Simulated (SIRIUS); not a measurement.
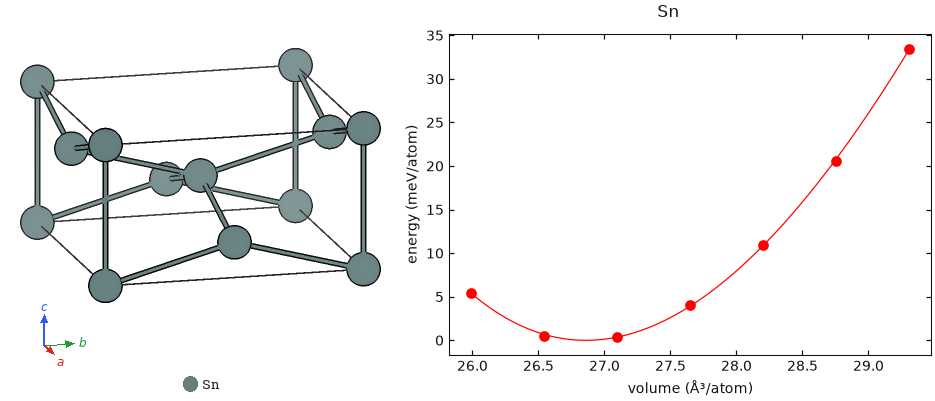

The figure shows the energy against volume for Sn, space group I4_1/amd (No. 141). The conventional cell is drawn beside the plot.

Starting cell:
```xyz
2
Lattice="-2.9401 2.9401 1.5993 2.9401 -2.9401 1.5993 2.9401 2.9401 -1.5993" Properties=species:S:1:pos:R:3 pbc="T T T"
Sn    0.0000    0.0000    0.0000
Sn    0.0000    2.9401    0.7997
```

Calculation (SIRIUS 7.12.0): all-electron LAPW DFT, no spin polarisation; energies at scaled volumes of the given cell, shape and fractions fixed, counted from the fit's minimum, third-order Birch-Murnaghan fit. Level: PBEsol.

k mesh 9×9×9; occupations Fermi–Dirac; smearing width 0.05 eV; potentials all electron FP LAPW; program settings basis apw+lo standard, gk cutoff 3.31 1/bohr, pw cutoff 20 1/bohr.

This calculation gives: equilibrium volume 26.86 Å³/atom and bulk modulus 57.5 GPa.

Now the level changes from PBEsol to LDA. Predict the effect.

The equilibrium volume falls from 26.86 to 26.18 Å³/atom (−2.5 %) and the bulk modulus rises from 57.5 to 62.2 GPa (+8.2 %).

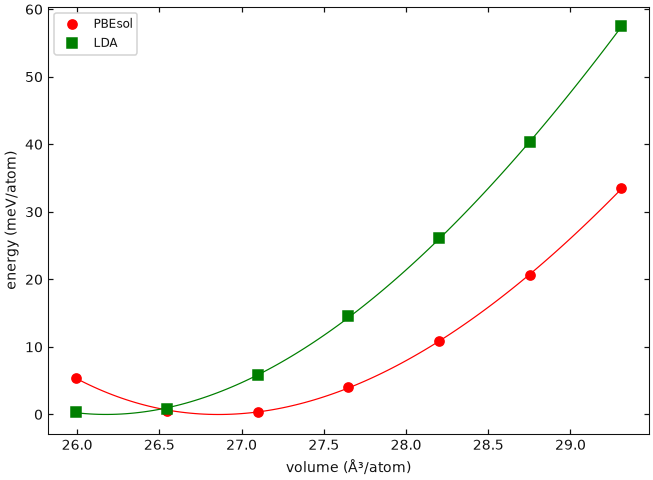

The two results together.

For both, limits of the calculation: shape and atomic fractions are frozen while scaling, which makes layered, chain and framework solids too stiff.

V0 and the bulk modulus come from third-order Birch–Murnaghan fits.
